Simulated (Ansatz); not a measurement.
Run report: SiO₂, single-point calculation (part 1 of 2)

The run: single-point calculation of SiO₂ (slab, 21 atoms in the cell). Method and program: DFT r2SCAN, scalar-relativistic, plane waves, PAW, no spin polarisation (Ansatz 0.2.0).

The structure derives from an entry of the Crystallography Open Database. It belongs to a series of runs on one base structure; here: (1 0 0) slab cut from the bulk. Figures and captions count atoms from 1; the log counts them from 0 in places.

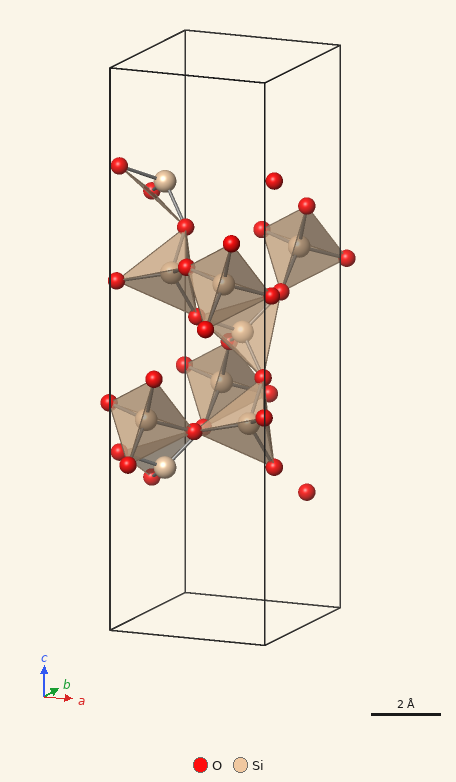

*The input geometry (polyhedral view of the cell of the calculation, with the vacuum cut short, seen slightly off an axis; polyhedra are completed across the faces of the cell). An atom can appear more than once, as a periodic image.*

### Results in brief

| quantity | value |
| --- | --- |
| outcome | converged |
| electrons treated | 112 |
| free energy | −12450.7512 eV |
| work function, top face | 6.62 eV |
| work function, bottom face | 6.62 eV |
| Fermi energy | −2.070 eV |
| gap on the k-point mesh | 1.74 eV |
| work function (upper face) | 6.62 eV |
| largest force (length of the vector) | 6.164 eV/Å |
| hardware | 2 threads of Intel Xeon (Granite Rapids), 32 GiB of memory available, shared host |
| wall time | 65 s (CPU time 2.1 min) |
| peak memory | 2.2 GiB |

### Remarks

The program warns: the exchange-correlation potential is rough where the density is thin.

### Input
```yaml
crystal:
  lattice:
    - [4.9207348796, 0.0, 0.0]
    - [0.0, 5.4146761696, 0.0]
    - [0.0, 0.0, 24.7505006193]
  atoms:
    - { symbol: O, position: [0.8411971015, 0.8822130097, 0.3030241737] }
    - { symbol: Si, position: [0.0311416348, 0.6666666667, 0.3278224155] }
    - { symbol: O, position: [0.8411971015, 0.4511203237, 0.3526206573] }
    - { symbol: O, position: [0.2213811085, 0.784453657, 0.3741697874] }
    - { symbol: O, position: [0.43742179, 0.215546343, 0.3989680292] }
    - { symbol: Si, position: [0.7344291826, 0.3333333333, 0.4085493163] }
    - { symbol: Si, position: [0.2344291826, 0.0, 0.4192730992] }
    - { symbol: O, position: [0.93742179, 0.1177869903, 0.4288543863] }
    - { symbol: O, position: [0.7213811085, 0.5488796763, 0.4536526281] }
    - { symbol: O, position: [0.3411971015, 0.8822130097, 0.4752017582] }
    - { symbol: Si, position: [0.5311416348, 0.6666666667, 0.5] }
    - { symbol: O, position: [0.3411971015, 0.4511203237, 0.5247982418] }
    - { symbol: O, position: [0.7213811085, 0.784453657, 0.5463473719] }
    - { symbol: O, position: [0.93742179, 0.215546343, 0.5711456137] }
    - { symbol: Si, position: [0.2344291826, 0.3333333333, 0.5807269008] }
    - { symbol: Si, position: [0.7344291826, 0.0, 0.5914506837] }
    - { symbol: O, position: [0.43742179, 0.1177869903, 0.6010319708] }
    - { symbol: O, position: [0.2213811085, 0.5488796763, 0.6258302126] }
    - { symbol: O, position: [0.8411971015, 0.8822130097, 0.6473793427] }
    - { symbol: Si, position: [0.0311416348, 0.6666666667, 0.6721775845] }
    - { symbol: O, position: [0.8411971015, 0.4511203237, 0.6969758263] }
basis:
  ecutwfc: 500
kpoints:
  mp_grid: { grid: [6, 5, 1] }
hamiltonian:
  xc: r2scan
scf:
  occupations: { method: gaussian, width: 0.05 }
output:
  forces: true
  stress: true
  eigenvalues: true
  write_density: true
  write_potential: true
  elf: true
  volumetric_format: npy
efield:
  axis: 3
  dipole_correction: true
  ramp_width: 0.04
```

Launch command:
```bash
ansatz run input.yaml --threads 2 --pin off --max-ram 5120MiB --backend cpu --events-out ev --progress --plain --runs-dir out
```

### Output
```
Engine: ansatz 0.2.0, x86_64-unknown-linux-gnu
Pseudopotentials: kind: paw
Pseudopotential: O, paw, valence charge 6, recommended cutoff 500 eV (meta_gga), O.paw.azcp
Pseudopotential: Si, paw, valence charge 4, recommended cutoff 500 eV (meta_gga), Si.paw.azcp
Functional definition: r2SCAN
  parameter k0 = 0.174
  parameter k1 = 0.065
  parameter a1 = 4.9479
  exchange = r2scan_x(k0 = k0, k1 = k1, a1 = a1)
  correlation = r2scan_c
Crystal: 21 atoms, lattice volume = 659.457 Å³
Basis set: ecut = 500 eV, 16717 PW (Γ), exchange–correlation on 144×160×768 points (64 copies of the dense FFT grid, shifted against one another)
Bands: 77, of which v1, the nominal top of the filled ones, is band 56 counted from 1 (55 counted from 0)
Symmetry: 1 space group operations
k-points: 16 of 30 (time reversal used)
Non-local potential: O, projectors of the file, l = 0: 2, l = 1: 2, l = 2: 1
Non-local potential: Si, projectors of the file, l = 0: 2, l = 1: 2, l = 2: 2
PAW form: soft (Blöchl's): semilocal exchange-correlation on the pseudo side does not see the compensation charge
PAW frozen core: O, regenerated for the run's functional (the file was generated under x = pbe(κ = 0.804, μ = 0.2195149727645171), c = pbe(β = 0.06672455060314922))
PAW frozen core: Si, regenerated for the run's functional (the file was generated under x = pbe(κ = 0.804, μ = 0.2195149727645171), c = pbe(β = 0.06672455060314922))
PAW one-centre angular grid: O, 302 points (default); XC on 160 Gauss nodes
PAW one-centre angular grid: Si, 302 points (default); XC on 160 Gauss nodes
Initial density: superposition of atomic densities (neutral atoms: chi_scale 0, normalization atom), corrected by the library's trained network
Initial wavefunctions: pseudopotential atomic-orbital guess
Functional: x = r2scan, c = r2scan; τ floored in thin density (d = 2e-4 eV/Å³)
SCF iter   1: F=—  HF=-12450.312485 eV  |F-HF|=—  |Δ(HF+E_count)|=         —  Δρ=7.83e-3  dr2=6.90e-1  dr2_τ=1.76e0  ethr=1.77e-3  p=-0.000 e·Å  D=-2.72e-12 V/Å  ΔV_dip=0.00 eV  dr2_dipole=3.21e-9  V_vac-E_F(+/−)=6.79/6.79 eV  ⟨swp⟩=7.6  Hψ=6619  notcnv=0  defer=176
efield: sawtooth ramp at fractional position 0.9800 (placed from the atoms, in the widest stretch of the axis that holds none; the zero of the levels goes with the place), width 0.0400; the density the first Hamiltonian is built on has a dipole p = -0.000 e·Å; the dipole correction subtracts the counter field D = -2.72e-12 V/Å, which shifts the + side's vacuum level by +0.00 eV against the − side's; the planar-averaged density in the ramp window peaks in size at 9.2e-6 e/Å³
preconditioner: auto → Resta (q_TF=auto, 2.030 Å⁻¹)  ε∞=1.9  [insulator: Δε(μ)=2.186 eV  Ē_g=16.566 eV  σ=0.050 eV  W_gap=1.00  n_scr=102 (ndim 8)  ℏωp=15.3 eV  f_vac=0.560  D(μ)=0.00/eV (n_scr^D=0)  ε∞_Penn≈1.9  vacuum switching on, ρ_ref=2.0e-2 e/Å³]
SCF iter   2: F=—  HF=-12450.809892 eV  |F-HF|=—  |Δ(HF+E_count)|=   4.97e-1  Δρ=9.34e-3  dr2=4.57e-1  dr2_τ=5.55e-2  ethr=6.16e-4  p=0.000 e·Å  D=1.37e-5 V/Å  ΔV_dip=-0.00 eV  dr2_dipole=2.99e-9  V_vac-E_F(+/−)=6.48/6.49 eV  ⟨swp⟩=3.2  Hψ=2309  notcnv=0  defer=251
SCF iter   3: F=—  HF=-12450.754119 eV  |F-HF|=—  |Δ(HF+E_count)|=   5.58e-2  Δρ=2.96e-3  dr2=4.94e-2  dr2_τ=4.79e-3  ethr=4.08e-4  p=0.000 e·Å  D=5.81e-6 V/Å  ΔV_dip=-0.00 eV  dr2_dipole=2.30e-10  V_vac-E_F(+/−)=6.68/6.68 eV  ⟨swp⟩=3.0  Hψ=1830  notcnv=0  defer=251
SCF iter   4: F=—  HF=-12450.750238 eV  |F-HF|=—  |Δ(HF+E_count)|=   3.88e-3  Δρ=9.87e-4  dr2=3.73e-3  dr2_τ=4.81e-4  ethr=4.41e-5  p=-0.000 e·Å  D=-1.08e-6 V/Å  ΔV_dip=0.00 eV  dr2_dipole=5.48e-12  V_vac-E_F(+/−)=6.63/6.63 eV  ⟨swp⟩=2.3  Hψ=1673  notcnv=0  defer=249
SCF iter   5: F=—  HF=-12450.750890 eV  |F-HF|=—  |Δ(HF+E_count)|=   6.52e-4  Δρ=1.80e-4  dr2=1.19e-4  dr2_τ=2.00e-5  ethr=3.33e-6  p=-0.000 e·Å  D=-1.92e-6 V/Å  ΔV_dip=0.00 eV  dr2_dipole=4.69e-11  V_vac-E_F(+/−)=6.62/6.62 eV  ⟨swp⟩=2.0  Hψ=1826  notcnv=0  defer=249
SCF iter   6: F=—  HF=-12450.750980 eV  |F-HF|=—  |Δ(HF+E_count)|=   9.03e-5  Δρ=6.84e-5  dr2=1.83e-5  dr2_τ=2.15e-6  ethr=1.06e-7  p=-0.000 e·Å  D=-6.87e-8 V/Å  ΔV_dip=0.00 eV  dr2_dipole=5.34e-14  V_vac-E_F(+/−)=6.62/6.62 eV  ⟨swp⟩=2.0  Hψ=1750  notcnv=0  defer=249
SCF iter   7: F=—  HF=-12450.751169 eV  |F-HF|=—  |Δ(HF+E_count)|=   1.89e-4  Δρ=1.46e-5  dr2=1.42e-6  dr2_τ=1.22e-7  ethr=1.64e-8  p=-0.000 e·Å  D=-6.63e-8 V/Å  ΔV_dip=0.00 eV  dr2_dipole=2.38e-12  V_vac-E_F(+/−)=6.62/6.62 eV  ⟨swp⟩=2.0  Hψ=1800  notcnv=0  defer=249
SCF iter   8: F=—  HF=-12450.751170 eV  |F-HF|=—  |Δ(HF+E_count)|=   4.62e-7  Δρ=4.77e-6  dr2=1.03e-7  dr2_τ=1.04e-8  ethr=1.27e-9  p=0.000 e·Å  D=3.72e-7 V/Å  ΔV_dip=-0.00 eV  dr2_dipole=8.36e-12  V_vac-E_F(+/−)=6.62/6.62 eV  ⟨swp⟩=2.0  Hψ=1850  notcnv=0  defer=249
SCF iter   9: F=-12450.751170 eV  HF=-12450.751170 eV  |F-HF|=1.42e-8  |Δ(HF+E_count)|=   8.11e-8  Δρ=2.24e-6  dr2=3.14e-8  dr2_τ=2.93e-9  ethr=8.93e-11  p=-0.000 e·Å  D=-5.30e-7 V/Å  ΔV_dip=0.00 eV  dr2_dipole=2.11e-11  V_vac-E_F(+/−)=6.62/6.62 eV  ⟨swp⟩=25.0  Hψ=12678  notcnv=0
SCF 1 converged in 9 iterations: F = -12450.751170 eV  dr2 = 3.14e-8
  greatest PAW one-centre occupation: 0.880 electrons in one spin orbital (limit 2), on the O atom at site 0 (counted from 0), in its partial waves of l = 0
WARN: The output density's exchange-correlation potential varies sharply where the density is thin. Do not read a vacuum level from v_tot or v_xc, or from such a field of the output density. On a cell that repeats whose density bears no net charge and no dipole along the vacuum's axis use v_es (v_loc + v_h of the components); under efield.dipole_correction with no amplitude use v_es + v_field, which holds any external_charges[].barrier, or the levels of the report's work_function block, which leave it out; under a non-zero efield.amplitude the vacuum is tilted and has no level; on a cell that repeats and bears such a dipole with no correction it is tilted too, and efield.dipole_correction with no amplitude gives each side of its ramp a level where efield: is served; in a cell that repeats whose density bears a net charge (total_charge, or a fill off its count) it is curved and has none; of a slab under crystal.periodic whose density bears no net charge use v_es, which has a level on each side, short of where the two are joined; of another it falls or rises all the way out and has none; of a slab beside external_charges read slab_vacuum_level instead, which it has where they leave it neutral. The grid or the basis barely resolves most such structure, and the values can differ between equally converged runs; as a rule a tighter scf.convergence.dr2_threshold does not remove it. Where the density itself ripples (under the LDA too) a higher basis.ecutwfc lessens it. The files hold the spikes' plane waves up to the density's cutoff. Files: v_tot_of_output_density and the like, and their columns of v_z.tsv (output.write_potential); v_xc_of_output_density and the like, and their columns of v_comp_z.tsv (output.write_potential_components). Measured: with its Gaussian average of σ = 0.25 Å subtracted twice, the exchange-correlation potential is over 0.1 eV at 9714 of the grid points where the equally averaged density (valence and model cores) is under 1e-3 e/Å³, and 0.858 eV at the most among them, at an averaged density of 9.8e-4 e/Å³. The input density's (outcome.potential() and, of a run that writes arrays, v_tot and v_xc) is over 0.1 eV, so measured, at 1428 points of its own thin density, 0.857 eV at the most. See output.write_potential in the manual, Limitations
SCF converged after 9 iterations
Free energy (F): -12450.751170 eV
Harris-Foulkes:  -12450.751170 eV  (|F-HF|=1.42e-8)
Internal energy: -12450.751170 eV  (E = F + TS)
E sigma→0 (E₀):  -12450.751170 eV
Fermi energy:    -2.070323 eV
Dipole field:    D = 0.000003 V/Å  (p = 0.000010 e·Å, saw-weighted, corrected)
Work function:   Φ+ = 6.6165 eV   Φ− = 6.6166 eV
Levels:          The Fermi level and band energies are counted from a zero that moves with the ramp; work functions are not
```
